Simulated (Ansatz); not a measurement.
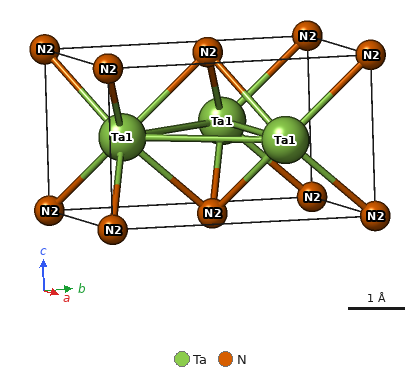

Figure 1. The input geometry of the first run (ball-and-stick view of the cell 2 times as large as that of the calculation, set on its symmetry axes, seen slightly off an axis; atoms are numbered from 1 in the order of the input). An atom can appear more than once, as a periodic image.

**Two runs on TaN**

System: TaN (C2, 2 atoms in the cell).
Method of the first run: DFT r2SCAN, scalar-relativistic, plane waves, PAW, no spin polarisation (Ansatz 0.2.0).

The structure derives from an entry of the Crystallography Open Database. Text and figures count atoms from 1; the logs count them from 0 in places.

### Input, the first run
```yaml
crystal:
  lattice:
    - [2.9361543272, 0.0, 0.1101057873]
    - [-1.4680771636, 2.5427842368, -0.0550528936]
    - [0.1081731957, 0.0, 2.8846185526]
  atoms:
    - { symbol: Ta, position: [0.3333333333, 0.6666666667, 0.5] }
    - { symbol: "N", position: [0.0, 0.0, 0.0] }
basis:
  ecutwfc: 500
kpoints:
  mp_grid: { grid: [24, 24, 20] }
hamiltonian:
  xc: r2scan
scf:
  occupations: { method: gaussian, width: 0.15 }
output:
  forces: true
  stress: true
  eigenvalues: true
```

Launched with:
```bash
ansatz run input.yaml --threads 1 --pin off --max-ram 2560MiB --backend cpu --events-out ev --progress --plain --runs-dir out
```

Hardware: 1 thread of Intel Xeon @ 2.50GHz (Skylake/Cascade Lake), 32 GiB of memory available, shared host.

### Output, shortened to warnings, some set-up lines, iterations and results (the first run)
```
Basis set: ecut = 500 eV, 565 PW (Γ), exchange–correlation on 96×96×96 points (64 copies of the dense FFT grid, shifted against one another)
Symmetry: 2 space group operations
k-points: 3014 of 11520 (time reversal used)
Initial density: superposition of atomic densities (neutral atoms: chi_scale 0, normalization atom), corrected by the library's trained network
[...]
SCF iter   1: F=—  HF=-10331.605393 eV  |F-HF|=—  |Δ(HF+E_count)|=         —  Δρ=1.14e-2  dr2=9.87e-3  dr2_τ=1.24e-1  ethr=1.77e-3  ⟨swp⟩=5.7  Hψ=206789  notcnv=0
SCF iter   2: F=—  HF=-10331.705378 eV  |F-HF|=—  |Δ(HF+E_count)|=   1.00e-1  Δρ=8.80e-3  dr2=8.92e-3  dr2_τ=6.31e-4  ethr=5.48e-5  ⟨swp⟩=2.0  Hψ=92149  notcnv=0
SCF iter   3: F=—  HF=-10331.709748 eV  |F-HF|=—  |Δ(HF+E_count)|=   4.37e-3  Δρ=4.98e-3  dr2=4.34e-3  dr2_τ=6.26e-4  ethr=4.96e-5  ⟨swp⟩=2.0  Hψ=54210  notcnv=0
SCF iter   4: F=—  HF=-10331.709336 eV  |F-HF|=—  |Δ(HF+E_count)|=   4.13e-4  Δρ=2.78e-3  dr2=1.65e-3  dr2_τ=1.10e-4  ethr=2.41e-5  ⟨swp⟩=1.8  Hψ=48010  notcnv=0
SCF iter   5: F=—  HF=-10331.709100 eV  |F-HF|=—  |Δ(HF+E_count)|=   2.35e-4  Δρ=4.40e-4  dr2=4.02e-5  dr2_τ=2.74e-6  ethr=9.19e-6  ⟨swp⟩=2.1  Hψ=48548  notcnv=0
SCF iter   6: F=—  HF=-10331.709098 eV  |F-HF|=—  |Δ(HF+E_count)|=   2.10e-6  Δρ=3.37e-5  dr2=1.83e-7  dr2_τ=1.28e-8  ethr=2.23e-7  ⟨swp⟩=2.0  Hψ=53634  notcnv=0
SCF iter   7: F=-10331.709098 eV  HF=-10331.709098 eV  |F-HF|=2.00e-9  |Δ(HF+E_count)|=   5.98e-8  Δρ=1.10e-5  dr2=1.90e-8  dr2_τ=1.76e-9  ethr=5.56e-10  ⟨swp⟩=6.1  Hψ=191016 …
SCF 1 converged in 7 iterations: F = -10331.709098 eV  dr2 = 1.90e-8
SCF converged after 7 iterations
Free energy (F): -10331.709098 eV
Harris-Foulkes:  -10331.709098 eV  (|F-HF|=2.00e-9)
Internal energy: -10331.708431 eV  (E = F + TS)
E sigma→0 (E₀):  -10331.708765 eV
Entropy (-TS):   -0.000668 eV (-0.334 meV/atom)
Fermi energy:    20.247622 eV
--- Per-component energies (eV) ---
  E_band       = -67.356196
  E_kinetic    = 501.807777
  E_local      = -603.695774  (includes V_loc(G=0)·N_el)
  E_nonlocal   = 59.569982
  E_hartree    = 204.244574
  E_xc         = -265.925671
  E_vxc        = -308.676062  (∫ρ·V_xc dr)
  E_paw        = -8552.246239  (= ΣΔE_a)
  E_vpaw       = -140.691185  (= ΣTr[D̂ρ^β])
  E_aug_tail   = 0.000093  (compensation charges beyond the density's cutoff)
  E_vtau       = 15.839244  (kinetic-family band-sum trace: ∫τ·v_τ [+ j·A + Jᵃ·Aᵃ] dr)
  E_ewald      = -1674.677329
  E_core_change = -0.785845  (= ΣΔE_core)
  E_smearing   = -0.000668  (= −TS)
  E_closure    = 0.000000  (closes the sum)
  Σ components = -10331.709098   (vs F -10331.709098, Δ=0.00e0)
--- Forces (eV/Å), atoms counted from 1 ---
  atom   1  Ta     0.00000000    -0.13950352    -0.00000000
  atom   2  N      0.00000000     0.13949635     0.00000000
  max |Σ_I F_I| component: 7.17e-6 eV/Å
--- Stress (GPa, compression-positive) ---
        3.158147       0.000000     -18.850050
        0.000000       0.896181      -0.000000
      -18.850056      -0.000000       2.890898
  P = ⅓ Tr σ = 2.3151 GPa (23.151 kbar)
```

For the second run the input was changed thus:
```diff
-    - [2.9361543272, 0.0, 0.1101057873]
-    - [-1.4680771636, 2.5427842368, -0.0550528936]
-    - [0.1081731957, 0.0, 2.8846185526]
+    - [2.9361543272, 0.0, -0.1468077164]
+    - [-1.4680771636, 2.5427842368, 0.0734038582]
+    - [-0.1442309276, 0.0, 2.8846185526]
+  write_density: true
+  write_potential: true
+  elf: true
+  volumetric_format: npy
```

What does this change do to the results?

With the same functional and potentials, the second run lies 37.3 meV per atom higher. The pressure goes from 2.32 to 4.14 GPa. The largest force goes from 0.140 to 0.250 eV/Å. The number of SCF iterations is the same. The plane waves at Γ go from 565 to 561.

### Output, shortened to warnings, some set-up lines, iterations and results (the second run)
```
Basis set: ecut = 500 eV, 561 PW (Γ), exchange–correlation on 96×96×96 points (64 copies of the dense FFT grid, shifted against one another)
Symmetry: 2 space group operations
k-points: 3014 of 11520 (time reversal used)
Initial density: superposition of atomic densities (neutral atoms: chi_scale 0, normalization atom), corrected by the library's trained network
[...]
SCF iter   1: F=—  HF=-10331.530022 eV  |F-HF|=—  |Δ(HF+E_count)|=         —  Δρ=1.17e-2  dr2=1.05e-2  dr2_τ=1.27e-1  ethr=1.77e-3  ⟨swp⟩=5.7  Hψ=206343  notcnv=0
SCF iter   2: F=—  HF=-10331.630660 eV  |F-HF|=—  |Δ(HF+E_count)|=   1.01e-1  Δρ=8.97e-3  dr2=9.25e-3  dr2_τ=6.42e-4  ethr=5.85e-5  ⟨swp⟩=2.0  Hψ=91111  notcnv=0
SCF iter   3: F=—  HF=-10331.635030 eV  |F-HF|=—  |Δ(HF+E_count)|=   4.37e-3  Δρ=4.88e-3  dr2=4.02e-3  dr2_τ=5.93e-4  ethr=5.14e-5  ⟨swp⟩=2.0  Hψ=54198  notcnv=0
SCF iter   4: F=—  HF=-10331.634729 eV  |F-HF|=—  |Δ(HF+E_count)|=   3.01e-4  Δρ=2.66e-3  dr2=1.51e-3  dr2_τ=1.02e-4  ethr=2.23e-5  ⟨swp⟩=2.0  Hψ=50210  notcnv=0
SCF iter   5: F=—  HF=-10331.634519 eV  |F-HF|=—  |Δ(HF+E_count)|=   2.10e-4  Δρ=5.28e-4  dr2=5.89e-5  dr2_τ=3.94e-6  ethr=8.40e-6  ⟨swp⟩=2.2  Hψ=49006  notcnv=0
SCF iter   6: F=—  HF=-10331.634514 eV  |F-HF|=—  |Δ(HF+E_count)|=   4.55e-6  Δρ=4.47e-5  dr2=3.32e-7  dr2_τ=2.12e-8  ethr=3.27e-7  ⟨swp⟩=2.1  Hψ=52797  notcnv=0
SCF iter   7: F=-10331.634514 eV  HF=-10331.634514 eV  |F-HF|=3.75e-9  |Δ(HF+E_count)|=   1.10e-7  Δρ=1.22e-5  dr2=2.44e-8  dr2_τ=2.07e-9  ethr=5.56e-10  ⟨swp⟩=10.2  …
SCF 1 converged in 7 iterations: F = -10331.634514 eV  dr2 = 2.44e-8
SCF converged after 7 iterations
Free energy (F): -10331.634514 eV
Harris-Foulkes:  -10331.634514 eV  (|F-HF|=3.75e-9)
Internal energy: -10331.633827 eV  (E = F + TS)
E sigma→0 (E₀):  -10331.634171 eV
Entropy (-TS):   -0.000688 eV (-0.344 meV/atom)
Fermi energy:    20.268041 eV
--- Per-component energies (eV) ---
  E_band       = -66.848933
  E_kinetic    = 502.137536
  E_local      = -604.073162  (includes V_loc(G=0)·N_el)
  E_nonlocal   = 59.671730
  E_hartree    = 204.546524
  E_xc         = -265.986544
  E_vxc        = -308.770561  (∫ρ·V_xc dr)
  E_paw        = -8552.304682  (= ΣΔE_a)
  E_vpaw       = -140.757854  (= ΣTr[D̂ρ^β])
  E_aug_tail   = 0.000096  (compensation charges beyond the density's cutoff)
  E_vtau       = 15.849573  (kinetic-family band-sum trace: ∫τ·v_τ [+ j·A + Jᵃ·Aᵃ] dr)
  E_ewald      = -1674.839479
  E_core_change = -0.785845  (= ΣΔE_core)
  E_smearing   = -0.000688  (= −TS)
  E_closure    = -0.000000  (closes the sum)
  Σ components = -10331.634514   (vs F -10331.634514, Δ=0.00e0)
--- Forces (eV/Å), atoms counted from 1 ---
  atom   1  Ta     0.00000000    -0.24994363     0.00000000
  atom   2  N      0.00000000     0.24992706     0.00000000
  max |Σ_I F_I| component: 1.66e-5 eV/Å
--- Stress (GPa, compression-positive) ---
        5.629055       0.000000      25.175848
        0.000000       1.617188      -0.000000
       25.175859      -0.000000       5.168731
  P = ⅓ Tr σ = 4.1383 GPa (41.383 kbar)
```

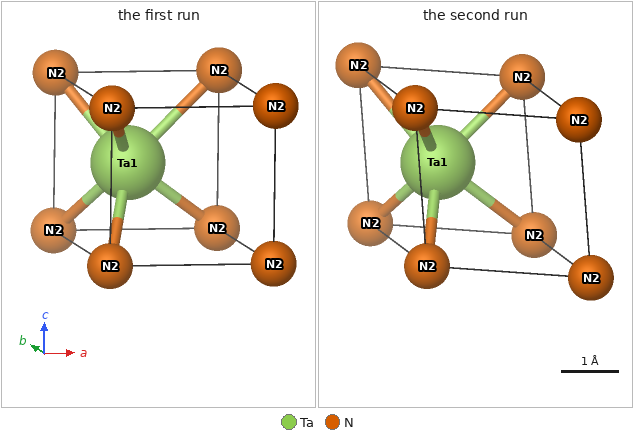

Figure 2. The two input geometries at one scale (ball-and-stick view of the cell of the calculation, seen slightly off an axis). No atom moves by more than 0.005 Å relative to the cell. Cell: a 2.938 → 2.940 Å (+0.1 %), b stays at 2.937 Å, c 2.887 → 2.888 Å (+0.1 %), α 92.1° → 87.1°, β 85.7° → 95.7°. Volume −0.1 %. Among the contacts that change: Ta1–N2 2.155 → 2.321 Å.

### The two runs side by side

| quantity | the first run | the second run |
| --- | --- | --- |
| outcome | converged | converged |
| free energy per atom (eV) | −5165.8545 | −5165.8173 |
| gap on the mesh (eV) | 0.00 | 0.00 |
| pressure (GPa) | 2.32 | 4.14 |
| volume per atom (Å³) | 10.75 | 10.74 |
| largest force (eV/Å) | 0.140 | 0.250 |
| SCF iterations | 7 | 7 |
| irreducible k-points | 3014 | 3014 |
| plane waves at Γ | 565 | 561 |
| wall time (shared host) | 2.3 min | 3.2 min |

For both runs: Spin–orbit coupling is left out, which matters for Ta.
